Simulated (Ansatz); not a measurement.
Input file:

```
crystal:
  lattice:
    - [3.3077869865, 0.0, 0.0]
    - [-1.6538934933, 2.8646275606, 0.0]
    - [0.0, 0.0, 4.98288167]
  atoms:
    - { symbol: Mg, position: [0.33333333, 0.66666667, 0.00215974] }
    - { symbol: Mg, position: [0.66666667, 0.33333333, 0.50215974] }
    - { symbol: O, position: [0.33333333, 0.66666667, 0.40244026] }
    - { symbol: O, position: [0.66666667, 0.33333333, 0.90244026] }
basis:
  ecutwfc: 420
kpoints:
  mp_grid: { grid: [12, 12, 6] }
hamiltonian:
  xc: pbe
scf:
  occupations: { method: gaussian, width: 0.02 }
output:
  forces: true
  stress: true
  eigenvalues: true
  write_density: true
  write_potential: true
  elf: true
  volumetric_format: npy
relax:
  adjacent_minimum: "off"
  f_tol: 0.005
  max_steps: 80
  cell: { stress_tol: 0.05 }
```

Command:

```sh
ansatz run input.yaml --threads 2 --pin off --max-ram 5120MiB --backend cpu --events-out ev --progress --plain --runs-dir out
```

Below, planes, directions and counts refer to the conventional cell (a = 3.32 Å, b = 3.32 Å, c = 5.12 Å, α = 90.00°, β = 90.00°, γ = 120.00°).

The fields are those of the run's last geometry, not of the input's.

Space group P6₃mc; a structure from a database of computed crystals, not necessarily the ambient phase.

These are results of DFT PBE, scalar-relativistic, plane waves, PAW in Ansatz 0.2.0, not measurements.

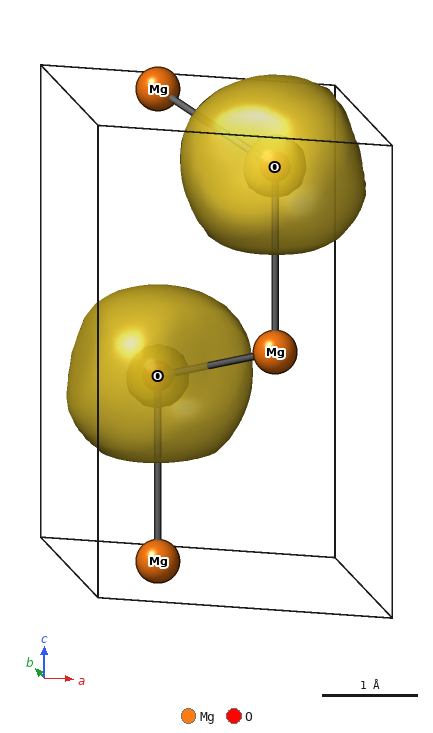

MgO. Isosurface of the ELF at 0.65 (yellow), seen slightly off an axis. Core shells and regions of very low density are left out. Sticks mark near contacts.

In a PAW calculation such maps are meaningful between the atoms, not at the nuclei.

Question: Identify the bonds, lone pairs and shells in this picture.

Answer: At this value the surface marks out two regions wrapped around O (the valence shell of each), counted in one cell of 4 atoms. Regions shared between cells count once. Profiles from the grid: Mg–O (1.99 Å): the ELF peaks at about 0.85 in the valence shell of O, 0.7 Å from its nucleus, and is about 0.35 at the midpoint; a largely ionic contact.
